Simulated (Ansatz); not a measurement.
## Geometry relaxation of Ta (part 2 of 2)

Continued. System: Ta (2 atoms in the cell). Method: DFT, PBE, PAW with Ansatz's default frozen-core files, scalar-relativistic, no spin polarisation (Ansatz 0.2.0); cutoff 420 eV, 17×17×17 k-mesh, Fermi–Dirac smearing of 0.1 eV. Its volume is 0.68 times that of the source entry. It belongs to a series of runs on one base structure; here: shape and atoms relaxed at 0.68 of the volume.

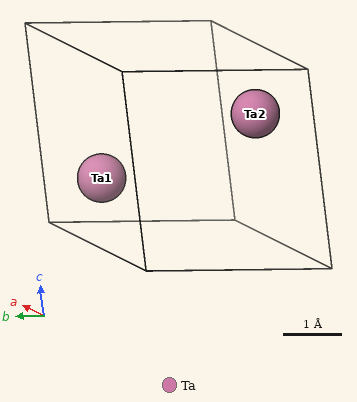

Fig. 1: The geometry at step 3 of the log (ball-and-stick view of the reduced cell, seen at an oblique angle; atoms are numbered from 1 in the order of the input).

```
basis re-selected at this cell: Δ(F+E_penalty+E_count) = -8.552e-5 eV, ΔP = +0.001 GPa vs the last step (what re-selecting the basis moved, of the pressure what is left beyond the Pulay correction that the steps carried, after the strain that the cell walked since its last selection, with what the two solves' SCF thresholds leave and, on support functions, any second-order correction that the steps lacked; it is no measure of the basis error at this ecutwfc). This SCF's stress stands 5.94e-3 GPa from its target on what of the cell is left free (relax.cell.stress_tol is 2.30e-1 GPa) and its largest allowed force component is 2.08e-17 eV/Å (relax.f_tol is 5.00e-3 eV/Å): within both
SCF converged after 7 iterations
Free energy (F): -19859.348230 eV
Harris-Foulkes:  -19859.348230 eV  (|F-HF|=1.46e-11)
Internal energy: -19859.296689 eV  (E = F + TS)
E sigma→0 (E₀):  -19859.322459 eV
Entropy (-TS):   -0.051541 eV (-25.771 meV/atom)
Fermi energy:    26.525333 eV
--- Per-component energies (eV) ---
  E_band       = -21.780992
  E_kinetic    = 764.619265
  E_local      = -806.663699  (includes V_loc(G=0)·N_el)
  E_nonlocal   = 42.325000
  E_hartree    = 316.353852
  E_xc         = -446.347778
  E_vxc        = -420.690929  (∫ρ·V_xc dr)
  E_paw        = -16800.055604  (= ΣΔE_a)
  E_vpaw       = -234.078626  (= ΣTr[D̂ρ^β])
  E_aug_tail   = 0.000294  (compensation charges beyond the density's cutoff)
  E_ewald      = -2929.528018
  E_smearing   = -0.051541  (= −TS)
  E_closure    = 0.000000  (closes the sum)
  Σ components = -19859.348230   (vs F -19859.348230, Δ=0.00e0)
--- Forces (eV/Å), atoms counted from 1 ---
  atom   1  Ta     0.00000000     0.00000000     0.00000000
  atom   2  Ta     0.00000000    -0.00000000     0.00000000
  max |Σ_I F_I| component: 1.39e-17 eV/Å
--- Stress (GPa, compression-positive) ---
      127.652795       0.000000       0.000000
        0.000000     127.652795       0.000000
        0.000000       0.000000     127.661701
  P = ⅓ Tr σ = 127.6558 GPa (1276.558 kbar)
--- Band table (eV; the first three rows and the last of 405) ---
  k-point 0: bands = ["-41.0701", "-40.2041", "-9.0088", "-9.0088", "-6.1734", "-6.1360", "-6.0001", "-6.0001", "17.1991", "18.9920", "22.4007", "22.9651", "24.2900", "29.9459", "29.9459", "30.2719", "30.2719"]
  k-point 1: bands = ["-41.0629", "-40.2116", "-8.9920", "-8.9896", "-6.2297", "-6.1337", "-6.0376", "-5.9736", "17.2944", "19.0733", "22.4626", "22.9262", "24.2432", "29.9935", "30.0370", "30.3416", "30.3622"]
  k-point 2: bands = ["-41.0414", "-40.2338", "-8.9412", "-8.9323", "-6.3552", "-6.1472", "-6.1269", "-5.9361", "17.5739", "19.3134", "22.6476", "22.8201", "24.1190", "30.1320", "30.2955", "30.5454", "30.6078"]
  k-point 404: bands = ["-40.6339", "-40.6266", "-9.6677", "-9.6472", "-6.1922", "-6.1824", "-5.6250", "-5.6037", "21.0548", "21.1282", "24.5647", "24.5998", "27.0460", "27.3511", "29.3802", "29.6217", "31.5761"]
--- Relaxed structure (3 steps of the walk, 3 accepted, 1 SCFs on fresh bases) ---
  F+E_penalty+E_count = -19859.34822980 eV   max|allowed force component| = 2.082e-17 eV/Å   (the final SCF, on the basis selected at the relaxed cell)
  cell:  # Å, volume = 26.7705 Å³
    - [-2.30680043075485, 2.30680043075485, 1.257697725079097]
    - [2.30680043075485, -2.30680043075485, 1.257697725079097]
    - [2.30680043075485, 2.30680043075485, -1.257697725079097]
  atoms:
    - { symbol: Ta, position: [-0.375, -0.125, -0.25] }
    - { symbol: Ta, position: [0.375, 0.125, 0.25] }
```

## File rho_z.tsv
```
# z_ang	rho[e/angstrom^3]
# format = ansatz-planar-average/11
# lattice	-2.306800431	2.306800431	1.257697725
# lattice	2.306800431	-2.306800431	1.257697725
# lattice	2.306800431	2.306800431	-1.257697725
# sites	2
# site	73	-0.000000000	-1.153400215	-0.314424431
# site	73	0.000000000	1.153400215	0.314424431
0.000000	6.258619e-1
0.145681	6.879063e-1
0.291362	8.414144e-1
0.437044	1.014788e0
0.582725	1.145287e0
0.728406	1.210961e0
0.874087	1.228046e0
1.019769	1.210961e0
1.165450	1.145287e0
1.311131	1.014788e0
1.456812	8.414144e-1
1.602494	6.879063e-1
1.748175	6.258619e-1
1.893856	6.879063e-1
2.039537	8.414144e-1
2.185218	1.014788e0
2.330900	1.145287e0
2.476581	1.210961e0
2.622262	1.228046e0
2.767943	1.210961e0
2.913625	1.145287e0
3.059306	1.014788e0
3.204987	8.414144e-1
3.350668	6.879063e-1
```

## File v_z.tsv
```
# z_ang	v_es[eV]	v_tot[eV]
# format = ansatz-planar-average/11
# xc	pbe
# density_cutoff_ev	1680
# datasets	Ta=:simpson_from_first_knot:soft
# lattice	-2.306800431	2.306800431	1.257697725
# lattice	2.306800431	-2.306800431	1.257697725
# lattice	2.306800431	2.306800431	-1.257697725
# sites	2
# site	73	-0.000000000	-1.153400215	-0.314424431
# site	73	0.000000000	1.153400215	0.314424431
0.000000	1.540108e1	2.264499e0
0.145681	1.497289e1	1.622452e0
0.291362	1.366158e1	-2.314180e-1
0.437044	1.166755e1	-2.852551e0
0.582725	9.587905e0	-5.428447e0
0.728406	8.043129e0	-7.267081e0
0.874087	7.473068e0	-7.933158e0
1.019769	8.043129e0	-7.267081e0
1.165450	9.587905e0	-5.428447e0
1.311131	1.166755e1	-2.852551e0
1.456812	1.366158e1	-2.314180e-1
1.602494	1.497289e1	1.622452e0
1.748175	1.540108e1	2.264499e0
1.893856	1.497289e1	1.622452e0
2.039537	1.366158e1	-2.314180e-1
2.185218	1.166755e1	-2.852551e0
2.330900	9.587905e0	-5.428447e0
2.476581	8.043129e0	-7.267081e0
2.622262	7.473068e0	-7.933158e0
2.767943	8.043129e0	-7.267081e0
2.913625	9.587905e0	-5.428447e0
3.059306	1.166755e1	-2.852551e0
3.204987	1.366158e1	-2.314180e-1
3.350668	1.497289e1	1.622452e0
```

## Trajectory as extended XYZ (Å, eV, eV/Å), 4 frames, from step=1 to step=4
```
2
Lattice="-2.3253 2.3253 1.2377 2.3253 -2.3253 1.2377 2.3253 2.3253 -1.2377" Properties=species:S:1:pos:R:3:forces:R:3 step=1 energy=-19859.32971 pressure_GPa=128.19
Ta    0.0000   -1.1627   -0.3094    0.0000   0.0000   0.0000
Ta    0.0000    1.1627    0.3094    0.0000   0.0000   0.0000
2
Lattice="-2.3049 2.3049 1.2598 2.3049 -2.3049 1.2598 2.3049 2.3049 -1.2598" Properties=species:S:1:pos:R:3:forces:R:3 step=2 energy=-19859.34793 pressure_GPa=127.62
Ta    0.0000   -1.1524   -0.3149    0.0000   0.0000   0.0000
Ta    0.0000    1.1524    0.3149    0.0000   0.0000   0.0000
2
Lattice="-2.3068 2.3068 1.2577 2.3068 -2.3068 1.2577 2.3068 2.3068 -1.2577" Properties=species:S:1:pos:R:3:forces:R:3 step=3 energy=-19859.34814 pressure_GPa=127.65
Ta    0.0000   -1.1534   -0.3144    0.0000   0.0000   0.0000
Ta    0.0000    1.1534    0.3144    0.0000   0.0000   0.0000
2
Lattice="-2.3068 2.3068 1.2577 2.3068 -2.3068 1.2577 2.3068 2.3068 -1.2577" Properties=species:S:1:pos:R:3:forces:R:3 step=4 energy=-19859.34823 pressure_GPa=127.66
Ta    0.0000   -1.1534   -0.3144    0.0000   0.0000   0.0000
Ta    0.0000    1.1534    0.3144    0.0000   0.0000   0.0000
```

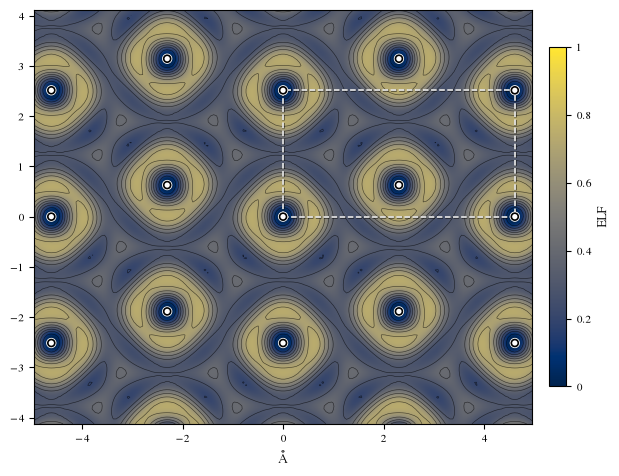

Fig. 2: Electron localisation function on the (100) plane of the conventional cell. Circles mark the nuclei in the plane (Ta). The section cuts through Ta sites. Ta–Ta (2.39 Å): the ELF is about 0.30 at the midpoint (no shared electron pair). Ta–Ta (2.52 Å): the ELF is about 0.30 at the midpoint; no localised pair between them. The strong features right at Ta lie inside the PAW spheres (semicore, d or f shells) and say nothing about bonding. The fields are those of the smooth PAW valence density.

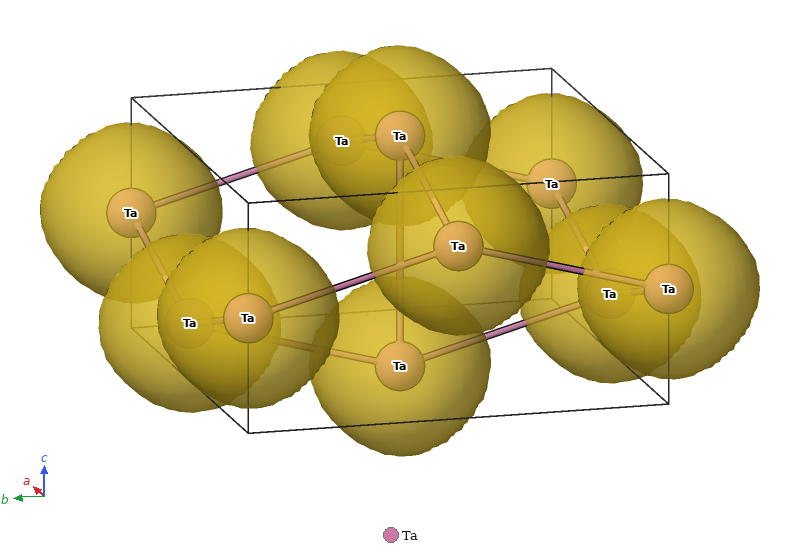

Fig. 3: Isosurface of the valence pseudo-density at 1 e/Å³ (yellow), seen at an oblique angle. Sticks mark near contacts. The outline is the cell set on symmetry axes. At this value the density breaks into separate islands; it holds about 65 % of the electrons treated as valence (semicore included). It is pinched off along the Ta–Ta (2.39 Å) and Ta–Ta (2.52 Å) contacts. On the grid the lowest density along these lines, outside the cores, is 0.67 e/Å³ (Ta–Ta, 2.39 Å) and 0.55 e/Å³ (Ta–Ta, 2.52 Å).

This output came from the following input.

## The input
```yaml
crystal:
  lattice:
    - [-2.3253190259, 2.3253190259, 1.2377451491]
    - [2.3253190259, -2.3253190259, 1.2377451491]
    - [2.3253190259, 2.3253190259, -1.2377451491]
  atoms:
    - { symbol: Ta, position: [-0.375, -0.125, -0.25] }
    - { symbol: Ta, position: [0.375, 0.125, 0.25] }
kpoints:
  mp_grid: { grid: [17, 17, 17] }
scf:
  occupations: { method: fermi_dirac, width: 0.1 }
hamiltonian:
  xc: pbe
  pseudopotentials: { kind: paw }
output:
  forces: true
  stress: true
  write_density: true
  write_potential: true
  elf: true
  volumetric_format: npy
relax:
  f_tol: 0.005
  max_steps: 30
  cell: { stress_tol: 0.23, fix: [volume] }
```

Run as:
```bash
ansatz run input.yaml --threads 1 --pin off --max-ram 2048MiB --backend cpu --events-out ev --progress --plain --runs-dir out
```

## Key numbers

- outcome: converged
- space group (tolerance 0.01 Å): I4₁/amd (141)
- electrons treated: 26
- free energy: −19859.3482 eV
- Fermi energy: 26.525 eV
- pressure: 127.66 GPa
- final volume: 26.77 Å³
- largest force (length of the vector) at the end: under 0.001 eV/Å
- final cell: a = 3.496 Å, b = 3.496 Å, c = 3.496 Å, α = 97.43°, β = 97.43°, γ = 137.83°
- hardware: 1 thread of Arm Neoverse V1, 24 GiB of memory available, shared host
- wall time: 49 s
- peak memory: 0.45 GiB

Spin–orbit coupling is left out, which matters for Ta. The cell is under a pressure of 128 GPa at this level, so it is not at its equilibrium volume.
